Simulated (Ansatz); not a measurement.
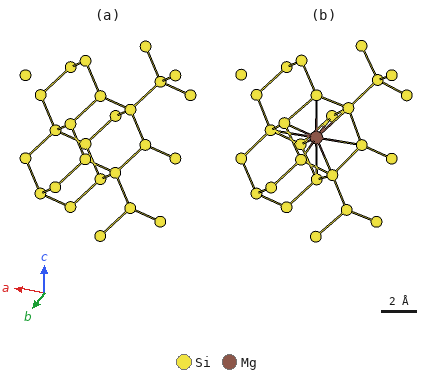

Left: perfect Si. Right: the same region with one point defect, after relaxing the atoms in a supercell of 64 sites. The picture is a ball-and-stick view of the atoms within 6.0 Å of one point, in a slice 5.0 Å thick across the line of sight, seen from a free direction.

Computed with DFT, PBEsol, PAW, plane waves in Ansatz. (plane-wave cutoff 420 eV; k-point mesh 1 × 1 × 1; mesh shifted by (0.25, 0.25, 0.25); no spin polarisation) Fermi-Dirac smearing of 0.01 eV. The axes drawn are those of the host's conventional cell.

### Which defect is it?

An extra magnesium atom is put between the host's atoms (an interstitial).

The charge state of the cell is 0.

### How does the lattice respond?

The Mg atom starts with 10 Si at 2.35 to 2.72 Å around its place and ends with 10 Si at 2.50 to 2.77 Å. Of the host's atoms, a silicon atom moves furthest from its site, by 0.16 Å.
